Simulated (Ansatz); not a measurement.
System: Zn₁₇Se₁₅ (cell with a defect).

```xyz
32
Lattice="5.7318 -5.7318 -5.7318 -5.7318 -5.7318 5.7318 -5.7318 5.7318 -5.7318" Properties=species:S:1:pos:R:3 pbc="T T T"
Zn   -2.9935    0.1264   -3.2751
Zn   -2.9313   -2.8053   -0.0543
Zn   -8.4930    0.0065   -2.8140
Zn   -5.5984    2.7343   -3.2762
Zn   -8.4873   -2.7601   -0.1613
Zn    0.4494   -5.2893   -5.2402
Zn   -0.1009   -8.6077   -2.8125
Zn   -2.7497   -0.1160   -8.4672
Zn   -0.0610  -11.3981   -0.0533
Zn   -2.7996   -2.9361   -5.7864
Zn   -2.8709   -5.8358   -2.8126
Zn   -0.1116   -2.7537   -2.7363
Zn    2.4099   -3.3256   -5.2346
Zn   -0.1051   -5.8414   -0.1628
Zn   -5.7209   -2.7653   -2.8142
Zn   -5.6624   -5.7973   -0.0531
Zn   -4.2979    1.4309   -1.5923
Se    1.4727   -7.2204   -4.1476
Se   -4.2966   -4.3014    4.2644
Se   -1.2240   -1.6419   -7.2075
Se   -9.9835   -1.3694    1.2626
Se   -1.4822   -4.2641   -4.1489
Se   -1.6628   -7.3990   -1.3534
Se    1.4356   -4.3005   -1.4496
Se   -7.1111   -4.3371   -4.1490
Se   -4.3404   -1.5003   -4.4703
Se   -4.2973   -4.3009   -1.4674
Se   -1.6377   -1.2285   -1.4755
Se   -4.3333   -7.1150    1.5828
Se   -1.4951   -4.3446    1.2625
Se   -6.9291   -1.2019   -1.3532
Se   -7.0980   -4.2570    1.2633
```

Method: DFT PBE, scalar-relativistic, plane waves, PAW (Ansatz 0.2.0).

Q: Predict the valence pseudo-density and electron localisation function between the atoms.

A: Zn–Se (2.46 Å): the density is about 0.46 e/Å³ at the midpoint; the ELF is about 0.60 at the midpoint.
Zn–Se (2.50 Å): ρ is about 0.43 e/Å³ halfway; the ELF is about 0.60 at the midpoint.

Q: Does the calculation give a band gap?

A: It is gapped, with a Kohn–Sham gap of 0.86 eV on the k-point mesh, an upper bound to the gap of this method.

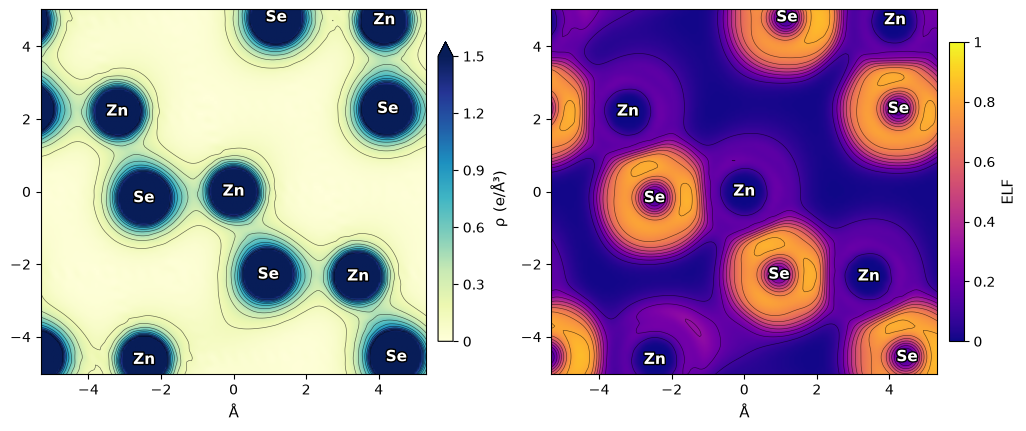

Computed valence pseudo-density and electron localisation function on the (100) plane of the calculation cell, in this order. 

In a PAW calculation such maps are meaningful between the atoms, not at the nuclei.
